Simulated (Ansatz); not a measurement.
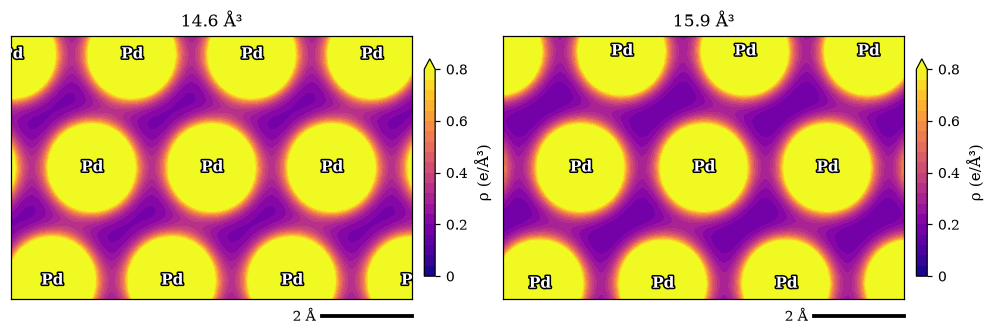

Pd. The valence charge density (pseudo) of cells scaled evenly to different volumes (given per atom above each panel), on the (011̄) plane of each (indices in the axes of the cell below), at one length scale and on one colour scale.

A structure from a database of computed crystals, not necessarily the ambient phase.

Computed with Kohn-Sham DFT of a periodic cell, LDA, Ansatz PAW in Ansatz.

Core electrons are frozen (PAW), and the valence fields are smoothed inside the atomic spheres.

The largest cell:

```
Pd
1.0
    -1.58269    1.58269    1.58269
     1.58269   -1.58269    1.58269
     1.58269    1.58269   -1.58269
Pd
1
Direct
  0.00000 0.00000 0.00000
```

| volume (Å³/atom) | Pd–Pd contact in the plane (Å) | ρ at its midpoint (e/Å³) | pressure (GPa) | 
| --- | --- | --- | --- |
| 14.61 | 2.668 | 0.341 | −5.2 | 
| 14.93 | 2.686 | ? | ? | 
| 15.86 | 2.741 | 0.297 | −17.8 | 

Question: Estimate the missing row, and compare with the calculation.

Answer: Over the known rows ln ρ falls by 1.89 per Å of Pd–Pd distance (the line through the two), which gives 0.330 e/Å³ at 2.686 Å; the calculation gives 0.329 e/Å³. For the pressure, a straight line in volume between the neighbouring rows gives −8.4 GPa; the calculation gives −9.1, lower because pressure rises ever faster on compression.
